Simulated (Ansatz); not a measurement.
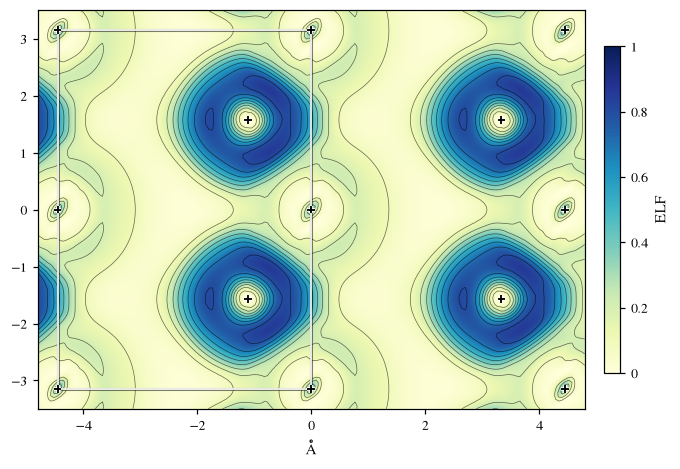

The ELF on a plane through atoms (crosses mark nuclei in the plane).

These are results of DFT r2SCAN, scalar-relativistic, plane waves, PAW (Ansatz 0.2.0), not measurements.

Candidates:
A. BN, a = 2.76 Å, b = 2.76 Å, c = 4.23 Å, α = 90.00°, β = 90.00°, γ = 120.00°. Space group P6₃mc; a structure from a database of computed crystals, not necessarily the ambient phase; changed on purpose from its base cell (strain +0.080 along x and y, +0.000 along z, atoms carried along); computed pressure about −45 GPa in this cell.
B. GaN, a = 4.45 Å, b = 4.45 Å, c = 4.45 Å, α = 90.00°, β = 90.00°, γ = 90.00°. Space group F-43m; a structure from a database of computed crystals, not necessarily the ambient phase; changed on purpose from its base cell (volume × 0.97); computed pressure about 6 GPa in this cell.
C. AlNi$_{3}$, a = 3.88 Å, b = 4.04 Å, c = 5.60 Å, α = 90.00°, β = 90.00°, γ = 90.00°. Space group Immm; a structure from a database of computed crystals, not necessarily the ambient phase; changed on purpose from its base cell (strain -0.0400 x Voigt [0, 0, 0, 1, 0, 0], atoms carried along); computed without spin polarisation.

> Which system is this?

Candidate B: GaN on the (110) plane of the conventional cell, which holds Ga and N. Ga–N (1.93 Å): the ELF peaks at about 0.85 in the valence shell of N, 0.7 Å from its nucleus, and is about 0.50 at the midpoint.
